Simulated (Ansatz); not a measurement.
# Energy of AlRu along a strain of the cell

System: AlRu (P4/mmm, 2 atoms in the cell).
Method: DFT PBE, scalar-relativistic, plane waves, PAW, no spin polarisation (Ansatz 0.2.0).

The 9 runs differ only in the geometry, by a strain of the cell at fixed fractional positions. Against run 5, the strain is εxx = η. The structure derives from an entry of the Crystallography Open Database.

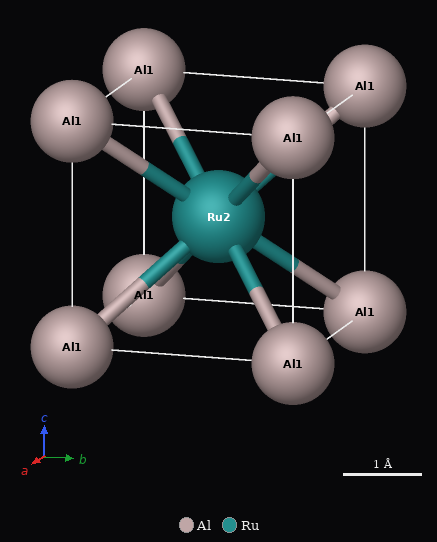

Figure 1. The structure of run 5 (ball-and-stick view of the cell of the calculation, seen slightly off an axis; atoms are numbered from 1 in the order of the input). An atom can appear more than once, as a periodic image.

**Input of run 5**
```yaml
crystal:
  lattice:
    - [3.021516, 0.0, 0.0]
    - [0.0, 2.9916, 0.0]
    - [0.0, 0.0, 2.9916]
  atoms:
    - { symbol: Al, position: [0.0, 0.0, 0.0] }
    - { symbol: Ru, position: [0.5, 0.5, 0.5] }
basis:
  ecutwfc: 420
kpoints:
  mp_grid: { grid: [16, 16, 16] }
hamiltonian:
  xc: pbe
scf:
  occupations: { method: gaussian, width: 0.15 }
output:
  forces: true
  stress: true
  eigenvalues: true
```

Command:
```bash
ansatz run input.yaml --threads 1 --pin off --max-ram 2560MiB --backend cpu --events-out ev --progress --plain --runs-dir out
```

Lattice vectors (Å) and fractional positions of run 5:
```
   3.021516    0.000000    0.000000
   0.000000    2.991600    0.000000
   0.000000    0.000000    2.991600
Al  0.000000  0.000000  0.000000
Ru  0.500000  0.500000  0.500000
```

Run 7 differs from it as follows:
```diff
-    - [3.021516, 0.0, 0.0]
+    - [3.081348, 0.0, 0.0]
```

**Results, with one run withheld**

```tsv
run	strain parameter η (%)	free energy per atom, from the lowest run given (meV)	pressure (GPa)
1	−4.9505	33.98	12.42
2	−3.9604	20.78	9.73
3	−2.9703	11.03	7.21
4	−1.9802	4.46	4.85
5	0.0000	0.00	0.55
6	0.9901	1.72	−1.41
7	1.9802	?	?
8	2.4752	8.74	−4.12
9	2.9703	12.17	−4.96
```

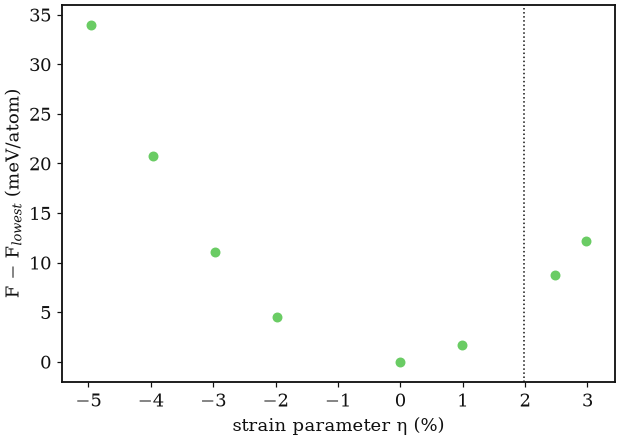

Figure 2. Free energy per atom of the runs given; the dotted line marks run 7.

What should run 7 give?

A cubic polynomial in the coordinate, fitted to the 8 runs given, misses them by at most 0.03 meV per atom. With x = η + 0.9282, it reads F = 0.69347 − 2.0374 x + 1.4114 x² − 0.034458 x³ (meV per atom). At run 7 it gives 5.86 meV per atom, and the run itself gives 5.83. The fit has its minimum at η = −0.1863 %.

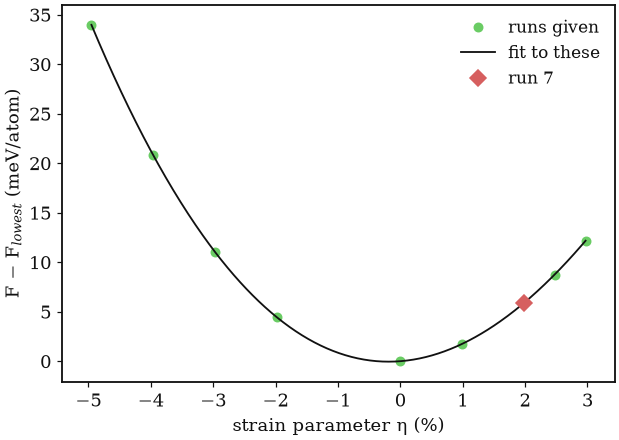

Figure 3. The fit and the withheld run.

**Output, shortened to warnings, some set-up lines, iterations and results (run 7)**
```
Basis set: ecut = 420 eV, 511 PW (Γ), exchange–correlation on 48×40×40 points (8 copies of the dense FFT grid, shifted against one another)
Symmetry: 16 space group operations
k-points: 405 of 4096
Initial density: superposition of atomic densities (neutral atoms: chi_scale 0, normalization atom), corrected by the library's trained network
[...]
SCF iter   1: F=—  HF=-6417.463880 eV  |F-HF|=—  |Δ(HF+E_count)|=         —  Δρ=3.42e-3  dr2=3.72e-3  ethr=1.77e-3  ⟨swp⟩=4.9  Hψ=28118  notcnv=0
SCF iter   2: F=—  HF=-6417.463541 eV  |F-HF|=—  |Δ(HF+E_count)|=   3.39e-4  Δρ=2.09e-3  dr2=1.61e-3  ethr=1.96e-5  ⟨swp⟩=2.1  Hψ=9740  notcnv=0
SCF iter   3: F=—  HF=-6417.463263 eV  |F-HF|=—  |Δ(HF+E_count)|=   2.77e-4  Δρ=2.82e-4  dr2=1.64e-5  ethr=8.49e-6  ⟨swp⟩=2.1  Hψ=7241  notcnv=0
SCF iter   4: F=—  HF=-6417.463191 eV  |F-HF|=—  |Δ(HF+E_count)|=   7.20e-5  Δρ=1.00e-4  dr2=9.09e-7  ethr=8.64e-8  ⟨swp⟩=2.4  Hψ=9001  notcnv=0
SCF iter   5: F=—  HF=-6417.463192 eV  |F-HF|=—  |Δ(HF+E_count)|=   2.83e-7  Δρ=3.30e-5  dr2=2.57e-7  ethr=4.79e-9  ⟨swp⟩=2.2  Hψ=9244  notcnv=0
SCF iter   6: F=-6417.463192 eV  HF=-6417.463192 eV  |F-HF|=4.49e-10  |Δ(HF+E_count)|=   6.20e-8  Δρ=4.96e-6  dr2=2.30e-9  ethr=5.26e-10  ⟨swp⟩=4.4  Hψ=19691  notcnv=0
SCF 1 converged in 6 iterations: F = -6417.463192 eV  dr2 = 2.30e-9
SCF converged after 6 iterations
Free energy (F): -6417.463192 eV
Harris-Foulkes:  -6417.463192 eV  (|F-HF|=4.49e-10)
Internal energy: -6417.443539 eV  (E = F + TS)
E sigma→0 (E₀):  -6417.453365 eV
Entropy (-TS):   -0.019653 eV (-9.826 meV/atom)
Fermi energy:    15.567290 eV
--- Per-component energies (eV) ---
  E_band       = -129.508836
  E_kinetic    = 541.759693
  E_local      = -1826.995456  (includes V_loc(G=0)·N_el)
  E_nonlocal   = 354.460808
  E_hartree    = 648.969733
  E_xc         = -231.626304
  E_vxc        = -269.929226  (∫ρ·V_xc dr)
  E_paw        = -3929.096332  (= ΣΔE_a)
  E_vpaw       = -226.745075  (= ΣTr[D̂ρ^β])
  E_aug_tail   = -0.000173  (compensation charges beyond the density's cutoff)
  E_ewald      = -1974.915509
  E_smearing   = -0.019653  (= −TS)
  E_closure    = -0.000000  (closes the sum)
  Σ components = -6417.463192   (vs F -6417.463192, Δ=0.00e0)
--- Forces (eV/Å), atoms counted from 1 ---
  atom   1  Al     0.00000000     0.00000000     0.00000000
  atom   2  Ru     0.00000000     0.00000000     0.00000000
  max |Σ_I F_I| component: 1.62e-29 eV/Å
--- Stress (GPa, compression-positive) ---
       -6.286210       0.000000       0.000000
        0.000000      -1.718856      -0.000000
        0.000000      -0.000000      -1.718856
  P = ⅓ Tr σ = -3.2413 GPa (-32.413 kbar)
```
